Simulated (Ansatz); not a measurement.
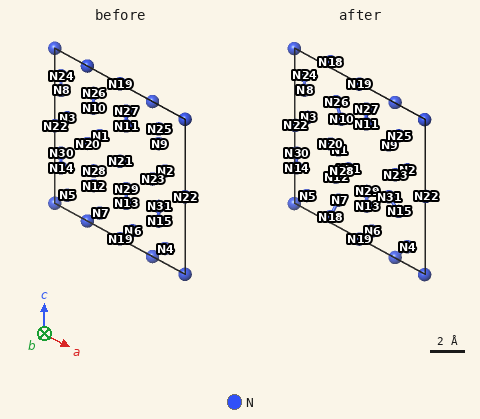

The structure of a defect cell of composition N (cell charge +1) before (left) and after (right) a relaxation, at one scale.

A ball-and-stick model of the cell of the calculation (origin shifted), seen along the b axis.

Case: N vacancy (site f), charge +1, atoms relaxed at the host's cell.

Theory: DFT PBE+D3(BJ), scalar-relativistic, plane waves, PAW in Ansatz 0.2.0.

Input
```yaml
crystal:
  lattice:
    - [0.0, -8.1886406043, 5.3249595272]
    - [0.0, 8.1886406043, 5.3249595272]
    - [-8.1886406043, 0.0, -5.3249595272]
  atoms:
    - { symbol: "N", position: [0.7975642504, 0.25, 0.0475642504] }
    - { symbol: "N", position: [0.2975642504, 0.75, 0.0475642504] }
    - { symbol: "N", position: [0.5475642504, 0.5, 0.0475642504] }
    - { symbol: "N", position: [0.2975642504, 0.25, 0.5475642504] }
    - { symbol: "N", position: [0.5475642504, 0.0, 0.5475642504] }
    - { symbol: "N", position: [0.0475642504, 0.5, 0.5475642504] }
    - { symbol: "N", position: [0.7975642504, 0.75, 0.5475642504] }
    - { symbol: "N", position: [0.5, 0.2024357496, 0.2024357496] }
    - { symbol: "N", position: [0.25, 0.4524357496, 0.2024357496] }
    - { symbol: "N", position: [0.75, 0.9524357496, 0.2024357496] }
    - { symbol: "N", position: [0.0, 0.7024357496, 0.2024357496] }
    - { symbol: "N", position: [0.75, 0.4524357496, 0.7024357496] }
    - { symbol: "N", position: [0.0, 0.2024357496, 0.7024357496] }
    - { symbol: "N", position: [0.5, 0.7024357496, 0.7024357496] }
    - { symbol: "N", position: [0.25, 0.9524357496, 0.7024357496] }
    - { symbol: "N", position: [0.4524357496, 0.0, 0.4524357496] }
    - { symbol: "N", position: [0.2024357496, 0.25, 0.4524357496] }
    - { symbol: "N", position: [0.7024357496, 0.75, 0.4524357496] }
    - { symbol: "N", position: [0.9524357496, 0.5, 0.4524357496] }
    - { symbol: "N", position: [0.7024357496, 0.25, 0.9524357496] }
    - { symbol: "N", position: [0.9524357496, 0.0, 0.9524357496], spin: 2.0 }
    - { symbol: "N", position: [0.4524357496, 0.5, 0.9524357496] }
    - { symbol: "N", position: [0.2024357496, 0.75, 0.9524357496] }
    - { symbol: "N", position: [0.5, 0.2975642504, 0.2975642504] }
    - { symbol: "N", position: [0.25, 0.5475642504, 0.2975642504] }
    - { symbol: "N", position: [0.75, 0.0475642504, 0.2975642504] }
    - { symbol: "N", position: [0.0, 0.7975642504, 0.2975642504] }
    - { symbol: "N", position: [0.75, 0.5475642504, 0.7975642504] }
    - { symbol: "N", position: [0.0, 0.2975642504, 0.7975642504] }
    - { symbol: "N", position: [0.5, 0.7975642504, 0.7975642504] }
    - { symbol: "N", position: [0.25, 0.0475642504, 0.7975642504] }
  host:
    lattice:
      - [4.0943203022, 0.0, 0.0]
      - [0.0, 4.0943203022, 0.0]
      - [0.0, 0.0, 5.3249595272]
    atoms:
      - { symbol: "N", position: [0.9048714992, 0.9048714992, 0.0] }
      - { symbol: "N", position: [0.5951285008, 0.4048714992, 0.5] }
      - { symbol: "N", position: [0.0951285008, 0.0951285008, 0.0] }
      - { symbol: "N", position: [0.4048714992, 0.5951285008, 0.5] }
total_charge: 1
basis:
  ecutwfc: 420
  xc_grid: 2
kpoints:
  mp_grid: { grid: [2, 2, 2], shift: [0.5, 0.5, 0.5] }
hamiltonian:
  xc: pbe
  dispersion: d3bj
scf:
  occupations: { method: gaussian, width: 0.01 }
output:
  forces: true
  stress: false
  eigenvalues: true
  populations: true
  charged_corrections:
    defect_position: [0.04756425, 0.0, 0.04756425]
    epsilon: [[1.6577, 0.0, 0.0], [0.0, 1.6577, 0.0], [0.0, 0.0, 1.5184]]
  write_density: true
  write_potential: true
  elf: true
  volumetric_format: npy
magnetization:
  spin_polarized: true
relax:
  adjacent_minimum: "off"
  f_tol: 0.025
  max_steps: 45
```

Run as
```bash
ansatz run input.yaml --threads 4 --pin off --max-ram 6144MiB --backend cpu --events-out ev --progress --plain --runs-dir out
```

Describe what moved and what it gained.

Answer. The run was cut off at its time limit before the relaxation converged, so the last structure is only a point on the way. The atom that moves furthest is N21 (1.05 Å along [−1 0 −1]). The cell doesn't change. The energy falls by 1.034 eV per cell of the calculation in 10 accepted moves (12 points after the start). Largest force component: 0.12 eV/Å at the start, 0.65 eV/Å at the end. The line search rejected the trial steps at points 1, 5 of the run. Cost: 8.6 min on 4 threads of Arm Neoverse V2 (shared host), peak memory 1.9 GiB.

Limits of the set-up: the cell is charged, on a uniform background, and energies carry no finite-size correction.
